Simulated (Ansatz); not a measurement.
# Preparing MgH2 (P4_2/mnm) as a host crystal

Before any defect goes in: MgH2 (P4_2/mnm) at rest, and how it screens a charge.

Calculated with Ansatz 0.2.0; plane-wave PAW DFT, PBE; relaxation of the host's cell and atoms; PAW set soft_1, in the first sound run; inputs show where later runs differ.

## 1. Starting point

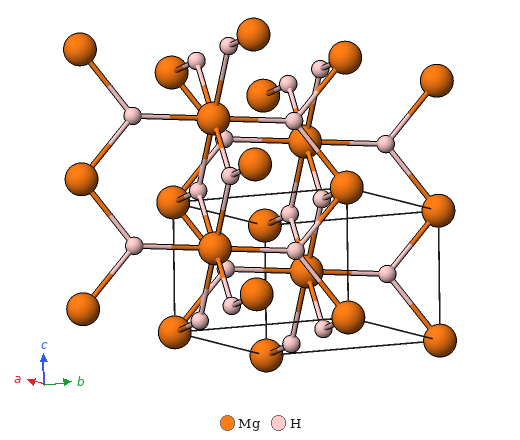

Start, viewed slightly off an axis; magnesium orange, hydrogen pink. 2×1×2 cells are drawn. Some periodic images of atoms are drawn too.

## 2. Host cell relaxation

Lattice and positions are set free, within the symmetry that the program keeps.

File cell/input.yaml:

```yaml
crystal:
  lattice:
    - [4.476694, 0.0, 0.0]
    - [0.0, 4.476694, 0.0]
    - [0.0, 0.0, 2.992537]
  atoms:
    - { symbol: Mg, position: [0.5, 0.5, 0.5] }
    - { symbol: Mg, position: [0.0, 0.0, 0.0] }
    - { symbol: H, position: [0.695572, 0.695572, 0.0] }
    - { symbol: H, position: [0.804428, 0.195572, 0.5] }
    - { symbol: H, position: [0.304428, 0.304428, 0.0] }
    - { symbol: H, position: [0.195572, 0.804428, 0.5] }
basis:
  ecutwfc: 420
  xc_grid: 2
hamiltonian:
  xc: pbe
  pseudopotentials: { kind: paw, azcp: { folder: soft_1 } }
kpoints:
  mp_grid: { grid: [6, 6, 9] }
scf:
  occupations: { method: fixed }
  max_iter: 100
relax:
  f_tol: 0.005
  max_steps: 60
  cell: {}
output:
  forces: true
  stress: true
checkpoint:
  write: "../cell.run"
  compress: false
  write_wavefunctions: false
  write_every: 100000
```

On the command line:

```console
$ ansatz run input.yaml --threads 4 --pin off --max-ram 17899MiB --backend cpu --events-out ev --progress --plain --runs-dir out
```

Numbers of over 12 decimals in the logs are rounded to 6 here.

Log:

```text
[... repeated set-up lines and file paths are left out, and long positions are rounded to six places ...]
Engine: ansatz 0.2.0, x86_64-unknown-linux-gnu
Pseudopotentials: kind: paw
Pseudopotential: Mg, paw, valence charge 10, recommended cutoff 420 eV (normal), soft_1/Mg.paw.azcp
Pseudopotential: H, paw, valence charge 1, recommended cutoff 420 eV (normal), soft_1/H.paw.azcp
Functional definition: PBE
  parameter kappa = 0.804
  parameter beta = 0.066725
  exchange = pbe_x(kappa = kappa, mu = beta*pi^2/3)
  correlation = pbe_c(beta = beta)
Crystal: 6 atoms, lattice volume = 59.973 Å³
Basis set: ecut = 420 eV, 1179 PW (Γ), exchange–correlation on 60×60×48 points (8 copies of the dense FFT grid, shifted against one another)
Bands: 18, of which v1, the nominal top of the filled ones, is band 12 counted from 1 (11 counted from 0)
Symmetry: 16 space group operations
Space group: P42/mnm (ITA 136), of the structure as read, at distance tolerance 3.9e-5 Å
k-points: 50 of 324
Non-local potential: Mg, projectors of the file, l = 0: 3, l = 1: 2, l = 2: 1
Non-local potential: H, projectors of the file, l = 0: 2, l = 1: 1
PAW form: soft (Blöchl's): semilocal exchange-correlation on the pseudo side does not see the compensation charge
PAW one-centre angular grid: Mg, 110 points (default); XC on 64 Gauss nodes
PAW one-centre angular grid: H, 110 points (default); XC on 64 Gauss nodes
Initial density: superposition of atomic densities (chi_scale 0.1, normalization cell, long waves kept (reshape's long-wave potential 0.00 eV rms))
Initial wavefunctions: pseudopotential atomic-orbital guess
Functional: x = pbe(κ = 0.804, μ = 0.219515), c = pbe(β = 0.066725)
SCF iter   1: F=—  HF=-3913.211786 eV  |F-HF|=—  |Δ(HF+E_count)|=         —  Δρ=7.97e-2  dr2=3.29e0  ethr=3.10e-3  ⟨swp⟩=4.9  Hψ=3818  notcnv=0  defer=175
preconditioner: auto → none  [insulator: Δε(μ)=4.782 eV  Ē_g=10.687 eV  n_scr=10 (ndim 8)  ℏωp=13.6 eV  f_vac=0.000  ε∞_Penn≈2.6]
SCF iter   2: F=—  HF=-3912.267789 eV  |F-HF|=—  |Δ(HF+E_count)|=   9.44e-1  Δρ=2.59e-2  dr2=3.78e-1  ethr=3.10e-3  ⟨swp⟩=2.0  Hψ=1629  notcnv=0  defer=168
SCF iter   3: F=—  HF=-3912.176406 eV  |F-HF|=—  |Δ(HF+E_count)|=   9.14e-2  Δρ=2.44e-3  dr2=1.33e-3  ethr=1.58e-3  ⟨swp⟩=2.0  Hψ=1126  notcnv=0  defer=136
automatic band count: iteration 3 solves 17 bands in place of 18: the levels show a gap, and the empty bands left out lie too high to hold charge; the band table lists the bands solved (type scf.n_extra_bands for more)
SCF iter   4: F=—  HF=-3912.178684 eV  |F-HF|=—  |Δ(HF+E_count)|=   2.28e-3  Δρ=3.51e-4  dr2=3.19e-5  ethr=5.56e-6  ⟨swp⟩=2.1  Hψ=1118  notcnv=0  defer=149
SCF iter   5: F=—  HF=-3912.178903 eV  |F-HF|=—  |Δ(HF+E_count)|=   2.19e-4  Δρ=1.71e-5  dr2=1.05e-7  ethr=1.33e-7  ⟨swp⟩=2.5  Hψ=1213  notcnv=0  defer=145
SCF iter   6: F=-3912.178904 eV  HF=-3912.178904 eV  |F-HF|=1.36e-10  |Δ(HF+E_count)|=   2.25e-7  Δρ=1.53e-6  dr2=7.65e-10  ethr=4.17e-10  ⟨swp⟩=4.8  Hψ=2867  notcnv=0
SCF 1 converged in 6 iterations: F = -3912.178904 eV  dr2 = 7.65e-10
  greatest PAW one-centre occupation: 1.000 electrons in one spin orbital (limit 2), on the Mg atom at site 1 (counted from 0), in its partial waves of l = 0
relax step   1: F+E_penalty+E_count = -3912.17890359 eV  Δ(F+E_penalty+E_count) = +0.000e0 eV  max|allowed force component| = 5.130e-3 eV/Å  Δτ_max = 0.0000 Å  P = +1.294 GPa  Ω = 59.973 Å³  (6 SCF iters, dr2 threshold 1.00e-7 eV, accepted)
[... the SCF cycles and remarks between the steps are left out from here to the last step ...]
relax step   2: F+E_penalty+E_count = -3912.18376367 eV  Δ(F+E_penalty+E_count) = -4.860e-3 eV  max|allowed force component| = 1.658e-3 eV/Å  Δτ_max = 0.0004 Å  P = -0.026 GPa  Ω = 61.474 Å³  energy of the carried Pulay correction = -9.476e-4 eV  (4 SCF iters, dr2 threshold 6.00e-7 eV, accepted)
relax step   3: F+E_penalty+E_count = -3912.18378630 eV  Δ(F+E_penalty+E_count) = -2.263e-5 eV  max|allowed force component| = 1.807e-3 eV/Å  Δτ_max = 0.0002 Å  P = -0.000 GPa  Ω = 61.456 Å³  energy of the carried Pulay correction = -9.369e-4 eV  (3 SCF iters, dr2 threshold 1.89e-8 eV, accepted)
Basis set: ecut = 420 eV, 1187 PW (Γ), exchange–correlation on 64×64×48 points (8 copies of the dense FFT grid, shifted against one another)
Initial wavefunctions: pseudopotential atomic-orbital guess (no wavefunctions were taken with the density)
iter 1 solved again at ethr=4.34e-8 eV; its pass at ethr=3.10e-3 eV (dr2=1.04e-5 eV) is discarded
SCF iter   1: F=—  HF=-3912.183090 eV  |F-HF|=—  |Δ(HF+E_count)|=         —  Δρ=3.96e-4  dr2=2.39e-6  ethr=4.34e-8  ⟨swp⟩=3.6  Hψ=6250  notcnv=0  defer=197
SCF iter   2: F=—  HF=-3912.184335 eV  |F-HF|=—  |Δ(HF+E_count)|=   1.25e-3  Δρ=1.97e-4  dr2=5.41e-7  ethr=9.98e-9  ⟨swp⟩=2.0  Hψ=1009  notcnv=0  defer=192
SCF iter   3: F=—  HF=-3912.184769 eV  |F-HF|=—  |Δ(HF+E_count)|=   4.33e-4  Δρ=2.18e-5  dr2=8.78e-9  ethr=2.26e-9  ⟨swp⟩=2.0  Hψ=1011  notcnv=0  defer=194
SCF iter   4: F=—  HF=-3912.184774 eV  |F-HF|=—  |Δ(HF+E_count)|=   5.19e-6  Δρ=7.68e-7  dr2=1.33e-10  ethr=3.66e-11  ⟨swp⟩=2.4  Hψ=1123  notcnv=0  defer=194
SCF iter   5: F=-3912.184774 eV  HF=-3912.184774 eV  |F-HF|=9.55e-12  |Δ(HF+E_count)|=   1.03e-9  Δρ=1.84e-7  dr2=9.68e-12  ethr=1.00e-12  ⟨swp⟩=4.2  Hψ=2910  notcnv=0
SCF 4 converged in 5 iterations: F = -3912.184774 eV  dr2 = 9.68e-12
relax step   4: F+E_penalty+E_count = -3912.18477385 eV  Δ(F+E_penalty+E_count) = -9.875e-4 eV  max|allowed force component| = 1.791e-3 eV/Å  Δτ_max = 0.0000 Å  P = +0.012 GPa  Ω = 61.456 Å³  stress off target by 1.75e-2 GPa  SCF on the basis re-selected at this cell (its energy is not comparable with the rows above)  (5 SCF iters)
basis re-selected at this cell: Δ(F+E_penalty+E_count) = -9.875e-4 eV, ΔP = +0.012 GPa vs the last step (what re-selecting the basis moved, of the pressure what is left beyond the Pulay correction that the steps carried, after the strain that the cell walked [...]
SCF converged after 5 iterations
Free energy (F): -3912.184774 eV
Harris-Foulkes:  -3912.184774 eV  (|F-HF|=9.55e-12)
Internal energy: -3912.184774 eV  (E = F + TS)
E sigma→0 (E₀):  -3912.184774 eV
Fermi energy:    1.771817 eV
--- Per-component energies (eV) ---
  E_band       = -753.262047
  E_kinetic    = 195.942891
  E_local      = -3635.399995  (includes V_loc(G=0)·N_el)
  E_nonlocal   = 391.598204
  E_hartree    = 1250.411679
  E_xc         = -89.851430
  E_vxc        = -115.955759  (∫ρ·V_xc dr)
  E_paw        = -604.532104  (= ΣΔE_a)
  E_vpaw       = -90.265809  (= ΣTr[D̂ρ^β])
  E_aug_tail   = -0.005108  (compensation charges beyond the density's cutoff)
  E_ewald      = -1420.348911
  E_smearing   = -0.000000  (= −TS)
  E_closure    = -0.000000  (closes the sum)
  Σ components = -3912.184774   (vs F -3912.184774, Δ=0.00e0)
--- Forces (eV/Å), atoms counted from 1 ---
  atom   1  Mg     0.00000000     0.00000000     0.00000000
  atom   2  Mg     0.00000000    -0.00000000     0.00000000
  atom   3  H     -0.00179125    -0.00179125     0.00000000
  atom   4  H      0.00179125    -0.00179125     0.00000000
  atom   5  H      0.00179125     0.00179125     0.00000000
  atom   6  H     -0.00179125     0.00179125     0.00000000
  max |Σ_I F_I| component: 6.51e-19 eV/Å
--- Stress (GPa, compression-positive) ---
        0.017512       0.000000       0.000000
        0.000000       0.017512       0.000000
        0.000000       0.000000       0.000371
  P = ⅓ Tr σ = 0.0118 GPa (0.118 kbar)
--- Relaxed structure (3 steps of the walk, 3 accepted, 1 SCFs on fresh bases) ---
  F+E_penalty+E_count = -3912.18477385 eV   max|allowed force component| = 1.791e-3 eV/Å   (the final SCF, on the basis selected at the relaxed cell)
  cell:  # Å, volume = 61.4564 Å³
    - [4.516289, 0, 0.0]
    - [0, 4.516289, 0.0]
    - [0.0, 0.0, 3.013032]
  atoms:
    - { symbol: Mg, position: [0.500000, 0.500000, 0.500000] }
    - { symbol: Mg, position: [0, 0, 0.0] }
    - { symbol: H, position: [0.695657, 0.695657, 0.0] }
    - { symbol: H, position: [0.804343, 0.195657, 0.500000] }
    - { symbol: H, position: [0.304343, 0.304343, 0.0] }
    - { symbol: H, position: [0.195657, 0.804343, 0.500000] }
```

Run time: 1.5 s. Hardware: 4 threads of AMD EPYC 9R45, shared host; peak memory 0.42 GiB.

Step by step:

| step | energy less that of the first step (eV) | largest force component (eV/Å) | pressure (GPa) | volume (Å³) |
| --- | --- | --- | --- | --- |
| 1 | 0.0000 | 0.0051 | 1.29 | 59.97 |
| 2 | -0.0049 | 0.0017 | -0.03 | 61.47 |
| 3 | -0.0049 | 0.0018 | 0.00 | 61.46 |
| 4* | -0.0059 | 0.0018 | 0.01 | 61.46 |

Relaxation steps marked * repeat the geometry before them on a plane-wave basis chosen anew for their cell, so energy and pressure can jump there.

The run keeps the 16 symmetry operations that it works with, so distortions that break them were not tested.

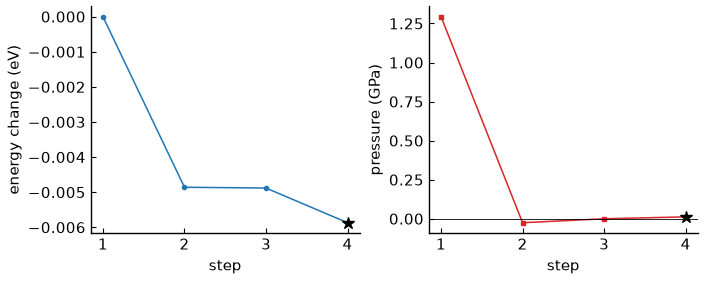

Energy and pressure along the relaxation. Stars mark steps on a basis chosen anew.

| conventional cell, symmetrised | before | after | change |
| --- | --- | --- | --- |
| a (Å) | 4.477 | 4.516 | +0.9 % |
| b (Å) | 4.477 | 4.516 | +0.9 % |
| c (Å) | 2.993 | 3.013 | +0.7 % |
| volume (Å³/atom) | 10.00 | 10.24 | +2.5 % |

The relaxed structure:

```xyz
6
Lattice="4.5163 0.0000 0.0000 0.0000 4.5163 0.0000 0.0000 0.0000 3.0130" Properties=species:S:1:pos:R:3 pbc="T T T"
Mg    2.2581    2.2581    1.5065
Mg    0.0000    0.0000    0.0000
H     3.1418    3.1418    0.0000
H     3.6326    0.8836    1.5065
H     1.3745    1.3745    0.0000
H     0.8836    3.6326    1.5065
```

This step gave:

```
pressure : 0.01180 GPa
```

The relaxation ends with a largest force component of 0.0018 eV/Å and a pressure of 0.01 GPa.

## 3. Dielectric tensors of the host

The response to a uniform electric field gives the electronic dielectric tensor.

This step: plane-wave PAW DFPT, PBEsol; dielectric tensors, Born charges and zone-centre modes of the host; PAW set soft_1 (Ansatz 0.2.0).

File eps/input.yaml:

```yaml
crystal:
  lattice:
    - [4.516289412, 0.0, 0.0]
    - [0.0, 4.516289412, 0.0]
    - [0.0, 0.0, 3.0130324749]
  atoms:
    - { symbol: Mg, position: [0.5, 0.5, 0.5] }
    - { symbol: Mg, position: [0.0, 0.0, 0.0] }
    - { symbol: H, position: [0.6956570259, 0.6956570259, 0.0] }
    - { symbol: H, position: [0.8043429741, 0.1956570259, 0.5] }
    - { symbol: H, position: [0.3043429741, 0.3043429741, 0.0] }
    - { symbol: H, position: [0.1956570259, 0.8043429741, 0.5] }
basis:
  ecutwfc: 420
hamiltonian:
  xc: pbesol
  pseudopotentials: { kind: paw, azcp: { folder: soft_1 }, xc_functional: pbe }
kpoints:
  mp_grid: { grid: [5, 5, 8] }
scf:
  occupations: { method: fixed }
  max_iter: 100
phonons:
  method: dfpt
  dielectric: true
  rigid_motions: translations
```

Log:

```text
[...]
Crystal: 6 atoms, lattice volume = 61.456 Å³
Basis set: ecut = 420 eV, 1187 PW (Γ), exchange–correlation on 64×64×48 points (8 copies of the dense FFT grid, shifted against one another)
Bands: 18, of which v1, the nominal top of the filled ones, is band 12 counted from 1 (11 counted from 0)
Symmetry: 16 space group operations
k-points: 101 of 200 (irreducible under 1 space group operation, time reversal used)
[...]
SCF iter   1: F=—  HF=-3888.760290 eV  |F-HF|=—  |Δ(HF+E_count)|=         —  Δρ=7.21e-2  dr2=2.85e0  ethr=3.10e-3  ⟨swp⟩=4.9  Hψ=7709  notcnv=0  defer=363
[...]
SCF iter   7: F=-3887.786783 eV  HF=-3887.786783 eV  |F-HF|=1.32e-11  |Δ(HF+E_count)|=  5.27e-10  Δρ=1.68e-7  dr2=9.31e-12  ethr=1.00e-12  ⟨swp⟩=11.8  Hψ=10738  notcnv=0
SCF 1 converged in 7 iterations: F = -3887.786783 eV  dr2 = 9.31e-12
[...]
NSCF: frozen V_eff on 6 k-points
DFPT response loops at Γ: preconditioner auto → none (the input reference at scf.mixing.eps_inf says where Resta's filter doesn't serve); β = 0.50; Broyden in place of MSR1
── the response to a field inside a basis, on 6×6×8 k-points: an SCF that follows is theirs, and a resumed run solves both again ──
Bands: 13, of which v1, the nominal top of the filled ones, is band 12 counted from 1 (11 counted from 0)
k-points: 24 of 288
[...]
Eigensolver: Dense (24 Hₖ)
SCF iter   1: F=—  HF=-3887.784617 eV  |F-HF|=—  |Δ(HF+E_count)|=         —  Δρ=1.70e-4  dr2=4.47e-6  ethr=1.00e-1
[...]
SCF iter   3: F=-3887.784624 eV  HF=-3887.784624 eV  |F-HF|=7.83e-9  |Δ(HF+E_count)|=   2.08e-6  Δρ=5.87e-6  dr2=7.28e-9  ethr=4.53e-9
SCF 1 converged in 3 iterations: F = -3887.784624 eV  dr2 = 7.28e-9
[...]
SCF converged after 7 iterations
Free energy (F): -3887.786783 eV
[...]
Internal energy: -3887.786783 eV  (E = F + TS)
E sigma→0 (E₀):  -3887.786783 eV
Fermi energy:    1.750941 eV
[...]
--- Band table (eV; the first three rows and the last of 101) ---
[...]
[... further k-points left out ...]
--- Phonons (Γ-DFPT): 4 representative perturbations + reference, on 101 of 200 k-points (Σ response iterations 14) ---
  k mesh reduced under 1 symmetry operation, with k and −k counted as one. Each operation leaves every solved perturbation unchanged. A smaller set is not considered because the run solves the response to a homogeneous field
  ASR residual: 2.152e-4 → 0.000e0 eV/Å²; symmetrization residual: 2.458e-7 eV/Å²
  ASR residual per site (eV/Å²): 2.15e-4 2.15e-4 3.79e-5 3.79e-5 3.79e-5 3.79e-5
  Γ frequencies (cm⁻¹): 0.00 0.00 0.00 178.69 261.96 293.51 293.51 493.14 493.14 738.27 860.98 967.66 967.66 1100.82 1174.52 1174.52 1277.07 1444.92
  ε∞ (high-frequency dielectric tensor):
        4.151791     0.000000     0.000000
        0.000000     4.151791     0.000000
        0.000000     0.000000     4.195855
  ε⁰ (static dielectric tensor: ions relaxed, cell fixed):
       11.834067     0.000000     0.000000
        0.000000    11.834067    -0.000000
        0.000000    -0.000000     8.634341
  ε⁰ − ε∞ (ionic part):
        7.682276     0.000000     0.000000
        0.000000     7.682276    -0.000000
        0.000000    -0.000000     4.438486
  softest optical mode at Γ: 178.69 cm⁻¹; the repairs (sum rule, projections) moved no ω² at Γ by more than (3.39 cm⁻¹)²
  Born effective charges Z* (e; rows j = field, columns β = displacement):
    site 0:
         1.86266   -0.13537    0.00000
        -0.13537    1.86266    0.00000
         0.00000    0.00000    1.95573
    site 1:
         1.86266    0.13537    0.00000
         0.13537    1.86266    0.00000
         0.00000    0.00000    1.95573
    site 2:
        -0.93133   -0.22568    0.00000
        -0.22568   -0.93133    0.00000
         0.00000    0.00000   -0.97786
    site 3:
        -0.93133    0.22568    0.00000
         0.22568   -0.93133    0.00000
         0.00000    0.00000   -0.97786
    site 4:
        -0.93133   -0.22568    0.00000
        -0.22568   -0.93133    0.00000
         0.00000    0.00000   -0.97786
    site 5:
        -0.93133    0.22568    0.00000
         0.22568   -0.93133    0.00000
         0.00000    0.00000   -0.97786
  Z* charge neutrality: 9.125e-4 e pre-enforcement
  solved inside a basis spanned on kpoints, on 6×6×8 k-points, its susceptibility summed on 10×10×14: ε∞ is read to err by 1.0e-2, Z* by 1.1e-2 e (field_mesh: kpoints solves on kpoints); Z* is corrected for what the basis lacks
  optical modes at Γ without the LO–TO term, one row a degenerate level:
      ω (cm⁻¹)  modes    IR ((D/Å)²/amu)
        178.69      1             0.0000
        261.96      1             0.0000
        293.51      2             0.4844
        493.14      2            90.3284
        738.27      1             0.0000
        860.98      1            94.8037
        967.66      2             0.0000
       1100.82      1             0.0000
       1174.52      2            90.5743
       1277.07      1             0.0000
       1444.92      1             0.0000
  optical modes at Γ + LO–TO along q̂ = [1.0000, 0.0000, 0.0000]:
      ω (cm⁻¹)  modes    IR ((D/Å)²/amu)
        178.69      1             0.0000
        261.96      1             0.0000
[...]
optical modes at Γ + LO–TO along q̂ = [0.0000, 1.0000, 0.0000]:
      ω (cm⁻¹)  modes    IR ((D/Å)²/amu)
[...]
1444.92      1             0.0000
  optical modes at Γ + LO–TO along q̂ = [0.0000, 0.0000, 1.0000]:
      ω (cm⁻¹)  modes    IR ((D/Å)²/amu)
        178.69      1             0.0000
        261.96      1             0.0000
        293.51      2             0.4844
        493.14      2            90.3284
        738.27      1             0.0000
        967.66      2             0.0000
       1100.82      1             0.0000
       1174.52      2            90.5743
       1235.08      1            94.8037
       1277.07      1             0.0000
       1444.92      1             0.0000
```

The job ended after 7.4 s (4 threads; peak memory 0.74 GiB).

Electronic dielectric tensor:

```
4.15 0.00 0.00
0.00 4.15 0.00
0.00 0.00 4.20
```

Static dielectric tensor:

```
11.83  0.00  0.00
 0.00 11.83  0.00
 0.00  0.00  8.63
```

The principal values of the electronic dielectric tensor are 4.15, 4.15 and 4.20. The principal values of the static dielectric tensor are 8.63, 11.83 and 11.83.

(Part 1 of 4 ends here.)

[Logs are printed without paths, hosts, clocks, repeated set-up lines and the standing remarks that a program may print on its own settings, such as how far it seeks lower states.]

[Hosts, paths, dates, database ids (printed as entryN), source tags and the programs' standing remarks are cut or masked in the printed files.]

[Runs of the host that timed out are not shown.]

[For some hosts the program warned that the k-mesh of the response run may be too coarse for force constants and the static dielectric constant; such warnings are not always shown.]
